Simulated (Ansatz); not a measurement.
This input was run:

```
crystal:
  lattice:
    - [0.0, 3.2799012461, 3.2799012461]
    - [3.2799012461, 0.0, 3.2799012461]
    - [3.2799012461, 3.2799012461, 0.0]
  atoms:
    - { symbol: Cd, position: [0.0, 0.0, 0.0] }
    - { symbol: Te, position: [0.25, 0.25, 0.25] }
kpoints:
  mp_grid: { grid: [4, 4, 4] }
hamiltonian:
  xc: lc_wpbe
scf:
  occupations: { method: fixed }
  n_extra_bands: 4
output:
  forces: true
  stress: true
  eigenvalues: true
```

Command:
```bash
ansatz run input.yaml --threads 2 --pin off --max-ram 2211MiB --backend cpu --events-out ev --progress --plain --runs-dir out
```

What will the density of states look like?

There is a gap; over the k points computed it is 6.01 eV (direct among those points). The upper group of valence states starts about 3.2 eV under the valence-band top (which lies at −3.0 eV on this axis), with a gap beneath it; it holds about 4 electrons a cell. Within the window shown, the tallest peak of the filled states lies 2.5 eV under the valence-band top, at about 3.1 states per eV and cell.

Spin-orbit coupling is left out, which matters for Te.

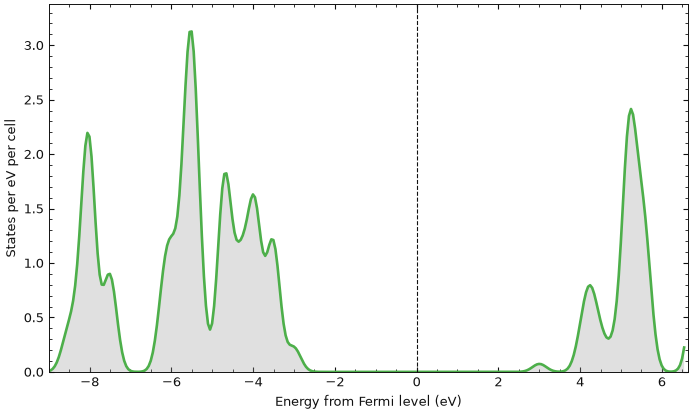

Density of states. Energies are counted from the Fermi level, put mid-gap where there is a gap. The curve is built from the levels of the k mesh with Gaussians 0.4 eV wide, which also blur the band edges.
